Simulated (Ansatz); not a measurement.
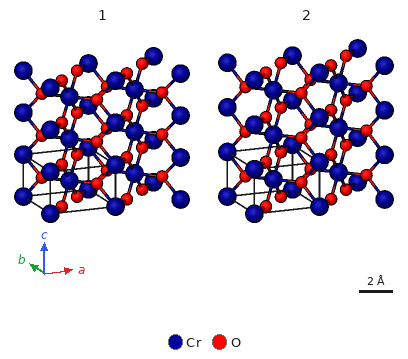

Two geometries of a crystal of CrO2 (a generated structure, set up in P4_2/mnm) (coarse preliminary run), drawn at one scale. One is the start of a relaxation, the other its converged end. The picture is a ball-and-stick view of the cell of the calculation, repeated 2 × 1 × 3 with one cell outlined, seen slightly off an axis.

Method: DFT PBEsol, scalar-relativistic, plane waves, PAW (Ansatz). Set-up: plane-wave cutoff 420 eV; k-point mesh 4 × 4 × 8; occupations gaussian; smearing width 0.1 eV; collinear spin; cell and atoms relaxed; force threshold 0.05 eV/Å; at most 60 steps.

> Which of the two is the end point?

Structure 2 is the relaxed one. Case: V → Cr on all its sites, cell and atoms relaxed. Over 4 accepted moves (6 points after the start) the energy falls by 55.4 meV per atom. Largest force component: 0.038 eV/Å at the start, 0.0033 eV/Å at the end. Pressure: 19.56 GPa at the start and 0.10 GPa at the end. The SCF was repeated twice at an unchanged geometry on a basis and grid sized afresh for the cell, which shifted the energy by 6.3 meV per atom at most. The largest moves relative to the cell, 0.028 Å, are those of O atoms. Cr stays in place. The volume changes by +6.3 %, with a = b 4.394 → 4.395 Å (0.0 %), c 2.714 → 2.884 Å (+6.2 %). Near-neighbour distances that change, for instance: Cr–Cr 2.714 → 2.884 Å, Cr–O 1.845 → 1.890 Å. Among the angles between lasting bonds that change: Cr–O–Cr 94.7° → 99.4°, O–Cr–O 85.3° → 80.6°, O–Cr–O 94.7° → 99.4°. The space group stays P4_2/mnm (No. 136). The run took 52 s on 1 thread of Arm Neoverse V2 (shared host), peak memory 0.39 GiB.
